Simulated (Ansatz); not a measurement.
**Sn4HO8: geometry relaxation (part 1 of 4)**

The run: geometry relaxation of Sn4HO8 (slab, 13 atoms in the cell). Method and program: DFT PBEsol, scalar-relativistic, plane waves, PAW, spin-polarised (Ansatz 0.2.0).

The structure derives from a Materials Project entry. The input holds or restrains some coordinates. Forces given for the steps count only the free coordinates. It belongs to a series of runs on one base structure; here: H put at a top O site.

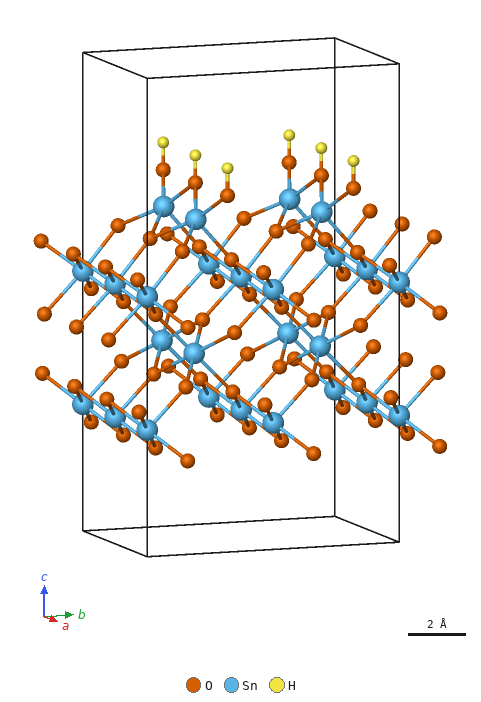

Fig. 1: The structure as given in the input (ball-and-stick view of the 2 × 2 repeat of the cell, with the vacuum cut short, seen slightly off an axis; bonded neighbours outside the cell are drawn too). An atom can appear more than once, as a periodic image.

**Key numbers**

```tsv
quantity	value
outcome	converged under the restraints of the input
electrons treated	105
free energy	−28299.3201 eV
work function, top face	2.67 eV
work function, bottom face	5.91 eV
Fermi energy	1.144 eV
gap on the k-point mesh	none (metallic)
net moment of the cell	0.00 μB
integrated absolute moment	0.00 μB
final volume	429.02 Å³
work function (upper face)	2.67 eV
largest force (length of the vector) at the end, held atoms and coordinates included	2.356 eV/Å
hardware	2 threads of Intel Xeon @ 2.50GHz (Skylake/Cascade Lake), 189 GiB of memory available, shared host
wall time	28 min (CPU time 53 min)
peak memory	1.2 GiB
```

Warnings of the run: some starting moments were not kept; the exchange-correlation potential is rough where the density is thin.

**Input**
```yaml
crystal:
  lattice:
    - [3.2119791572, 0.0, 0.0]
    - [0.0, 4.7700658454, 0.0]
    - [0.0, 0.0, 28.0012228805]
  atoms:
    - { symbol: O, position: [0.5, 0.1936529226, 0.3035581709] }
    - { symbol: Sn, position: [0.0, 0.0, 0.3365609493] }
    - { symbol: O, position: [0.5, 0.8063470774, 0.3695637278] }
    - { symbol: O, position: [0.0, 0.3063470774, 0.388709054] }
    - { symbol: Sn, position: [0.5, 0.5, 0.4217118325] }
    - { symbol: O, position: [0.0, 0.6936529226, 0.4547146109] }
    - { symbol: O, position: [0.5, 0.1947144516, 0.4742368542] }
    - { symbol: Sn, position: [0.0, -0.0001126388, 0.5069996989] }
    - { symbol: O, position: [0.5, 0.796062898, 0.5388997263] }
    - { symbol: O, position: [0.0, 0.278765725, 0.5625022601] }
    - { symbol: Sn, position: [0.5, 0.5126114178, 0.593057904] }
    - { symbol: O, position: [0.0, 0.6372830744, 0.630566856] }
    - { symbol: H, position: [0.0, 0.6372830744, 0.6655653274], spin: 1.0 }
basis:
  ecutwfc: 420
kpoints:
  mp_grid: { grid: [8, 6, 1] }
hamiltonian:
  xc: pbesol
scf:
  occupations: { method: gaussian, width: 0.05 }
output:
  forces: true
  eigenvalues: true
  populations: true
  write_density: true
  write_potential: true
  elf: true
  volumetric_format: npy
magnetization:
  spin_polarized: true
relax:
  adjacent_minimum: "off"
  f_tol: 0.03
  max_steps: 70
  constraints: [{ sites: [0, 1, 2, 3, 4, 5] }]
efield:
  axis: 3
  dipole_correction: true
  ramp_width: 0.04
```

Command:
```bash
ansatz run input.yaml --threads 2 --pin off --max-ram 5120MiB --backend cpu --events-out ev --progress --plain --runs-dir out
```

**Output**
```
Engine: ansatz 0.2.0, x86_64-unknown-linux-gnu
Pseudopotentials: kind: paw
Pseudopotential: O, paw, valence charge 6, recommended cutoff 420 eV (normal), O.paw.azcp
Pseudopotential: Sn, paw, valence charge 14, recommended cutoff 420 eV (normal), Sn.paw.azcp
Pseudopotential: H, paw, valence charge 1, recommended cutoff 420 eV (normal), H.paw.azcp
Functional definition: PBEsol
  exchange = pbesol_x
  correlation = pbesol_c
Crystal: 13 atoms, lattice volume = 429.017 Å³
Basis set: ecut = 420 eV, 8385 PW (Γ), exchange–correlation on 48×64×384 points (8 copies of the dense FFT grid, shifted against one another)
Bands: 66, of which v1, the nominal top of the filled ones, is band 53 counted from 1 (52 counted from 0)
Symmetry: 2 space group operations
k-points: 20 of 48 (time reversal used)
Non-local potential: O, projectors of the file, l = 0: 2, l = 1: 2, l = 2: 1
Non-local potential: Sn, projectors of the file, l = 0: 2, l = 1: 2, l = 2: 2, l = 3: 2
Non-local potential: H, projectors of the file, l = 0: 2, l = 1: 1
PAW form: soft (Blöchl's): semilocal exchange-correlation on the pseudo side does not see the compensation charge
PAW frozen core: O, regenerated for the run's functional, and the local potential with it (the file was generated under x = pbe(κ = 0.804, μ = 0.2195149727645171), c = pbe(β = 0.06672455060314922))
PAW frozen core: Sn, regenerated for the run's functional, and the local potential with it (the file was generated under x = pbe(κ = 0.804, μ = 0.2195149727645171), c = pbe(β = 0.06672455060314922))
PAW one-centre angular grid: O, 110 points (default); XC on 64 Gauss nodes
PAW one-centre angular grid: Sn, 590 points (default); XC on 64 Gauss nodes
PAW one-centre angular grid: H, 110 points (default); XC on 64 Gauss nodes
Initial density: superposition of atomic densities (neutral atoms: chi_scale 0, normalization atom)
Starting moments: Σ|m| = 1 μB on 1 of 13 sites
Initial wavefunctions: pseudopotential atomic-orbital guess
Functional: x = pbesol(κ = 0.804, μ = 0.12345679012345678), c = pbesol(β = 0.046)
SCF iter   1: F=—  HF=-28310.787067 eV  |F-HF|=—  |Δ(HF+E_count)|=         —  Δρ=4.86e-2 (↑4.79e-2 ↓4.86e-2)  dr2=4.79e1  dr2_m=3.66e-1  M=0.087 μB ∫|m|=0.209 μB  β_m=0.30  ethr=3.10e-3  p=-0.000 e·Å  D=-8.58e-7 V/Å  ΔV_dip=0.00 eV  dr2_dipole=4.33e0  V_vac-E_F(+/−)=6.31/6.31 eV  ⟨swp⟩=7.1  Hψ=11875  notcnv=0  defer=18
efield: sawtooth ramp at fractional position 0.9646 (placed from the atoms, in the widest stretch of the axis that holds none; the zero of the levels goes with the place), width 0.0400; the density the first Hamiltonian is built on has a dipole p = -0.000 e·Å; the dipole correction subtracts the counter field D = -8.58e-7 V/Å, which shifts the + side's vacuum level by +0.00 eV against the − side's; the planar-averaged density in the ramp window peaks in size at 2.6e-6 e/Å³
preconditioner: auto → LDOS  [metal: Δε(μ)=0.037 eV  Ē_g=18.967 eV  σ=0.050 eV  W_gap=0.36  n_scr=66 (ndim 8)  ℏωp=18.4 eV  f_vac=0.587  D(μ)=1.87/eV (n_scr^D=6)]
spin=Collinear: LDOS preconditioning applied to the charge; magnetization (m = ρ↑ − ρ↓) channel mixes plain (no charge-response kernel on spin).
SCF iter   2: F=—  HF=-28302.225232 eV  |F-HF|=—  |Δ(HF+E_count)|=    8.56e0  Δρ=2.62e-2 (↑2.55e-2 ↓2.62e-2)  dr2=1.60e1  dr2_m=1.94e-1  M=0.025 μB ∫|m|=0.157 μB  β_m=0.30  ethr=3.10e-3  p=0.120 e·Å  D=5.06e-2 V/Å  ΔV_dip=-1.42 eV  dr2_dipole=2.18e0  V_vac-E_F(+/−)=4.69/6.10 eV  ⟨swp⟩=3.4  Hψ=5795  notcnv=0  defer=340  κ⁻¹=1.0e0(r=1)
SCF iter   3: F=—  HF=-28299.039576 eV  |F-HF|=—  |Δ(HF+E_count)|=    3.19e0  Δρ=1.27e-2 (↑1.19e-2 ↓1.27e-2)  dr2=1.86e0  dr2_m=9.45e-2  M=0.071 μB ∫|m|=0.156 μB  β_m=0.30  ethr=3.10e-3  p=0.304 e·Å  D=1.28e-1 V/Å  ΔV_dip=-3.59 eV  dr2_dipole=2.37e-1  V_vac-E_F(+/−)=2.27/5.85 eV  ⟨swp⟩=3.5  Hψ=5429  notcnv=0  defer=315  κ⁻¹=3.0e-2(r=2)
SCF iter   4: F=—  HF=-28298.777719 eV  |F-HF|=—  |Δ(HF+E_count)|=   2.62e-1  Δρ=6.02e-3 (↑5.15e-3 ↓6.02e-3)  dr2=3.03e-1  dr2_m=5.06e-2  M=0.093 μB ∫|m|=0.150 μB  β_m=0.30  ethr=1.77e-3  p=0.375 e·Å  D=1.58e-1 V/Å  ΔV_dip=-4.43 eV  dr2_dipole=8.82e-4  V_vac-E_F(+/−)=1.57/5.99 eV  ⟨swp⟩=4.0  Hψ=4399  notcnv=0  defer=290  κ⁻¹=1.5e-3(r=3)
SCF iter   5: F=—  HF=-28298.787363 eV  |F-HF|=—  |Δ(HF+E_count)|=   9.64e-3  Δρ=3.44e-3 (↑3.09e-3 ↓3.44e-3)  dr2=6.02e-2  dr2_m=2.90e-2  M=0.055 μB ∫|m|=0.104 μB  β_m=0.30  ethr=2.88e-4  p=0.361 e·Å  D=1.52e-1 V/Å  ΔV_dip=-4.27 eV  dr2_dipole=9.36e-3  V_vac-E_F(+/−)=1.70/5.97 eV  ⟨swp⟩=3.6  Hψ=3565  notcnv=0  defer=290  κ⁻¹=8.0e-4(r=4)
SCF iter   6: F=—  HF=-28298.811960 eV  |F-HF|=—  |Δ(HF+E_count)|=   2.46e-2  Δρ=2.28e-3 (↑2.25e-3 ↓2.28e-3)  dr2=1.71e-2  dr2_m=1.64e-2  M=0.050 μB ∫|m|=0.086 μB  β_m=0.30  ethr=5.73e-5  p=0.342 e·Å  D=1.44e-1 V/Å  ΔV_dip=-4.04 eV  dr2_dipole=1.73e-3  V_vac-E_F(+/−)=1.92/5.96 eV  ⟨swp⟩=3.5  Hψ=3566  notcnv=0  defer=291  κ⁻¹=3.3e-4(r=5)
SCF iter   7: F=—  HF=-28298.826175 eV  |F-HF|=—  |Δ(HF+E_count)|=   1.42e-2  Δρ=1.60e-3 (↑1.60e-3 ↓1.56e-3)  dr2=3.10e-3  dr2_m=9.37e-3  M=0.043 μB ∫|m|=0.071 μB  β_m=0.42  ethr=1.63e-5  p=0.331 e·Å  D=1.40e-1 V/Å  ΔV_dip=-3.91 eV  dr2_dipole=8.96e-4  V_vac-E_F(+/−)=2.03/5.95 eV  ⟨swp⟩=2.8  Hψ=3969  notcnv=0  defer=296
Mixer restart at iter 7: flushing history
spin-set hold released at iteration 7 (site moments contracting): the magnetisation degrees of freedom join the quasi-Newton model from the next iteration; the mixer history was flushed
SCF iter   8: F=—  HF=-28298.835418 eV  |F-HF|=—  |Δ(HF+E_count)|=   9.24e-3  Δρ=1.07e-3 (↑1.07e-3 ↓1.04e-3)  dr2=2.02e-3  dr2_m=4.15e-3  M=0.036 μB ∫|m|=0.055 μB  β_m=1.20  ethr=2.95e-6  p=0.329 e·Å  D=1.39e-1 V/Å  ΔV_dip=-3.89 eV  dr2_dipole=7.39e-4  V_vac-E_F(+/−)=2.05/5.94 eV  ⟨swp⟩=2.2  Hψ=4460  notcnv=0  defer=296  κ⁻¹=1.0e0(r=1)
density mixer auto → broyden: no gap read (density of states about μ 0.17 of a free-electron gas's, 66 screened modes)
SCF iter   9: F=—  HF=-28298.843374 eV  |F-HF|=—  |Δ(HF+E_count)|=   7.96e-3  Δρ=1.26e-4 (↑1.14e-4 ↓1.26e-4)  dr2=4.96e-4  dr2_m=8.74e-6  M=0.013 μB ∫|m|=0.015 μB  β_m=0.65  ethr=1.92e-6  p=0.324 e·Å  D=1.37e-1 V/Å  ΔV_dip=-3.82 eV  dr2_dipole=1.72e-4  V_vac-E_F(+/−)=2.11/5.93 eV  ⟨swp⟩=3.0  Hψ=5673  notcnv=0  defer=296  κ⁻¹=2.7e-2(r=2)
SCF iter  10: F=—  HF=-28298.843543 eV  |F-HF|=—  |Δ(HF+E_count)|=   1.70e-4  Δρ=1.20e-4 (↑1.00e-4 ↓1.20e-4)  dr2=2.44e-4  dr2_m=2.73e-5  M=0.006 μB ∫|m|=0.008 μB  β_m=0.40  ethr=4.72e-7  p=0.322 e·Å  D=1.36e-1 V/Å  ΔV_dip=-3.80 eV  dr2_dipole=6.56e-5  V_vac-E_F(+/−)=2.12/5.93 eV  ⟨swp⟩=2.0  Hψ=3526  notcnv=0  defer=296  κ⁻¹=2.8e-3(r=3)
SCF iter  11: F=—  HF=-28298.843643 eV  |F-HF|=—  |Δ(HF+E_count)|=   9.94e-5  Δρ=3.97e-5 (↑3.75e-5 ↓3.97e-5)  dr2=4.06e-5  dr2_m=2.80e-6  M=-0.004 μB ∫|m|=0.005 μB  β_m=0.57  ethr=2.32e-7  p=0.319 e·Å  D=1.34e-1 V/Å  ΔV_dip=-3.77 eV  dr2_dipole=9.18e-7  V_vac-E_F(+/−)=2.15/5.92 eV  ⟨swp⟩=2.4  Hψ=4580  notcnv=0  defer=296  κ⁻¹=3.7e-4(r=4)
SCF iter  12: F=—  HF=-28298.843681 eV  |F-HF|=—  |Δ(HF+E_count)|=   3.85e-5  Δρ=2.30e-5 (↑2.30e-5 ↓2.18e-5)  dr2=2.33e-5  dr2_m=6.48e-7  M=-0.002 μB ∫|m|=0.003 μB  β_m=1.20  ethr=2.14e-8  p=0.319 e·Å  D=1.34e-1 V/Å  ΔV_dip=-3.77 eV  dr2_dipole=1.83e-8  V_vac-E_F(+/−)=2.15/5.92 eV  ⟨swp⟩=31.1  Hψ=31181  notcnv=0  κ⁻¹=2.5e-4(r=5)
SCF iter  13: F=—  HF=-28298.843696 eV  |F-HF|=—  |Δ(HF+E_count)|=   1.51e-5  Δρ=1.09e-5 (↑8.06e-6 ↓1.09e-5)  dr2=4.44e-6  dr2_m=8.67e-8  M=-0.002 μB ∫|m|=0.002 μB  β_m=0.59  ethr=2.14e-8  p=0.318 e·Å  D=1.34e-1 V/Å  ΔV_dip=-3.75 eV  dr2_dipole=6.24e-7  V_vac-E_F(+/−)=2.17/5.92 eV  ⟨swp⟩=19.2  Hψ=25327  notcnv=0  κ⁻¹=4.3e-5(r=6)
SCF iter  14: F=—  HF=-28298.843699 eV  |F-HF|=—  |Δ(HF+E_count)|=   2.36e-6  Δρ=6.15e-6 (↑5.93e-6 ↓6.15e-6)  dr2=3.52e-7  dr2_m=8.23e-8  M=0.001 μB ∫|m|=0.001 μB  β_m=0.67  ethr=4.23e-9  p=0.318 e·Å  D=1.34e-1 V/Å  ΔV_dip=-3.75 eV  dr2_dipole=1.92e-8  V_vac-E_F(+/−)=2.17/5.92 eV  ⟨swp⟩=16.7  Hψ=24210  notcnv=0  κ⁻¹=1.2e-5(r=7)
SCF iter  15: F=-28298.843702 eV  HF=-28298.843701 eV  |F-HF|=1.13e-6  |Δ(HF+E_count)|=   2.50e-6  Δρ=2.93e-6 (↑2.81e-6 ↓2.93e-6)  dr2=1.37e-7  dr2_m=1.24e-8  M=0.000 μB ∫|m|=0.001 μB  ethr=3.35e-10  p=0.318 e·Å  D=1.34e-1 V/Å  ΔV_dip=-3.75 eV  dr2_dipole=3.37e-9  V_vac-E_F(+/−)=2.17/5.92 eV  ⟨swp⟩=15.8  Hψ=21622  notcnv=0
WARN: the starting moments were not kept: the SCF closed with an absolute magnetisation of 5.2e-4 μB, where they sum to 1 μB in size (1 site). That is at most 0.1 of that sum. Measured as dr2_m measures the in/out step, that magnetisation stands 2.2e-8 eV from none, at or under the dr2_threshold of 2.3e-5 eV: it is no larger than a step whose dr2_m would equal this threshold. The system may hold no moment; this SCF shows only that its start led to no more than that. To try another start: raise the starting moments (crystal.atoms[].spin, magnetization.per_species, magnetization.initial_magnetization, or on a non-collinear deck that types none of these the spinor_matrix: blocks that start its atoms; where the total moment is fixed, keep their sum and leave initial_magnetization as it is; typed ones take the place of any that the run laid by itself, positive ones on a crystal's lanthanoids without a Hubbard term where scf.initial_density.shell_occupations: [] is typed) or, if the notice of its spin-set hold's release reads "site moments contracting" or "site moments show no strong build", lengthen the hold (scf.mixing.spin_hold: { on: { confirm: 4 } }; for m-r²SCAN on two components see the key's manual first). Each may lead to a state that holds a moment. A second SCF, from the converged charge density, with the starting moments and any scf.initial_density.shell_occupations laid on it anew, would have followed, and was not run: the deck does not ask for one (magnetization.retry_lost_moments is false, the default). To let it run, set magnetization.retry_lost_moments: true and run the deck again, where that key's refused combinations let it; where memory then withholds it, that run's warning says so.
SCF 1 converged in 15 iterations: F = -28298.843702 eV  dr2 = 1.37e-7
  greatest PAW one-centre occupation: 0.996 electrons in one spin orbital (limit 2), on the Sn atom at site 7 (counted from 0), in its partial waves of l = 2
relax step   1: F+E_penalty+E_count = -28298.84370247 eV  Δ(F+E_penalty+E_count) = +0.000e0 eV  max|allowed force component| = 2.914e0 eV/Å  Δτ_max = 0.0000 Å  (15 SCF iters, dr2 threshold 2.25e-5 eV, accepted)
Initial density: handed on by an earlier stage of this run
Starting moments: Σ|m| = 1 μB on 1 of 13 sites; this step starts from the density that it was given
Initial wavefunctions: those handed on with the density
iter 1 solved again at ethr=2.93e-4 eV; its pass at ethr=3.10e-3 eV (dr2=3.08e-1 eV) is discarded
```
